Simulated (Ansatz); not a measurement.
**CoSbH4: density, localisation and related maps**

```xyz
24
Lattice="5.2370 0.0000 0.0000 0.0000 5.3391 0.0000 0.0000 0.0000 10.6421" Properties=species:S:1:pos:R:3 pbc="T T T"
Co    0.0000    2.6695    5.3211
Co    2.6185    0.0000    5.3211
Sb    0.0000    0.0000    5.3211
Sb    2.6185    2.6695    5.3211
H     0.4402    2.6695    6.8538
H     3.0587    0.0000    6.8538
H     2.1783    0.0000    6.8538
H     4.7967    2.6695    6.8538
H     2.1783    0.0000    3.7883
H     4.7967    2.6695    3.7883
H     0.4402    2.6695    3.7883
H     3.0587    0.0000    3.7883
Co    0.0000    2.6695    0.0000
Co    2.6185    0.0000    0.0000
Sb    0.0000    0.0000    0.0000
Sb    2.6185    2.6695    0.0000
H     0.4402    2.6695    1.5328
H     3.0587    0.0000    1.5328
H     2.1783    0.0000    1.5328
H     4.7967    2.6695    1.5328
H     2.1783    0.0000    9.1093
H     4.7967    2.6695    9.1093
H     0.4402    2.6695    9.1093
H     3.0587    0.0000    9.1093
```

Space group Cmmm; a generated structure, not necessarily the stable one; changed on purpose from its base cell (volume × 0.94, shape and atoms relaxed); spin-polarised.

Computed with Ansatz, DFT PBE, scalar-relativistic, plane waves, PAW.

In a PAW calculation such maps are meaningful between the atoms, not at the nuclei.

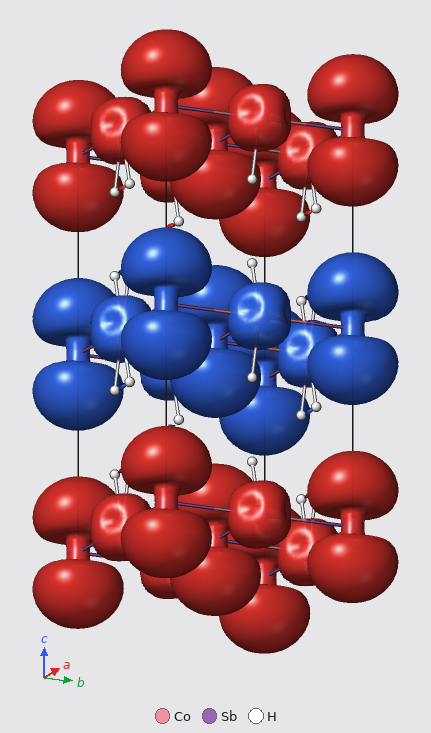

Figure 1. Isosurfaces of the spin density (up minus down) at +0.02 (blue) and −0.02 e/Å³ (red), seen at an oblique angle. Sticks mark near contacts.

Q: Which atoms carry the moments, and with what signs?

A: The spin density sits on Co: +0.4 μB (×2) and −0.4 μB (×2) in one cell of 24 atoms, with smaller moments on Sb (±0.22 μB): antiferromagnetic in this solution, which needn't be the ground state, with nearest magnetic neighbours parallel and the sign changing further off. The cell of the calculation (12 atoms) carries 0.0 μB of net spin moment.

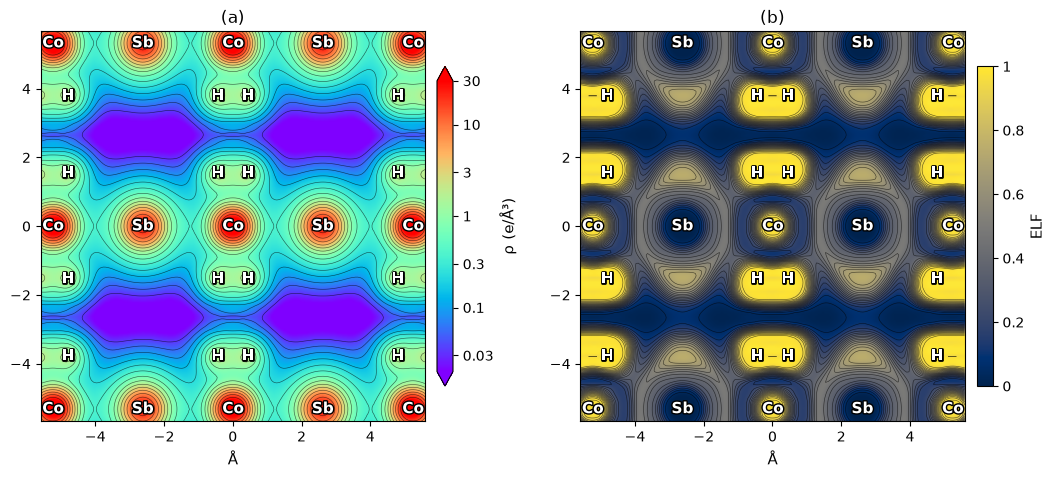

Figure 2. (a) valence pseudo-density; (b) ELF on the (010) plane of the conventional cell.

Q: Describe what can be read from this map.

A: The plane passes through Co, Sb and H nuclei. Co–H (1.59 Å): ρ at the midpoint is about 1.1 e/Å³; the ELF climbs to about 1 towards the hydrogen. Co–Sb (2.62 Å): the density is about 0.38 e/Å³ at the midpoint; the ELF is about 0.45 at the midpoint. Between the atoms the lowest density in this plane is 0.01 e/Å³. The features right at Co lie inside the PAW spheres, where the map follows smoothed inner orbitals and isn't to be read closely.

Q: Metal or insulator at this level of theory?

A: It is gapless in this calculation (a metal or semimetal).
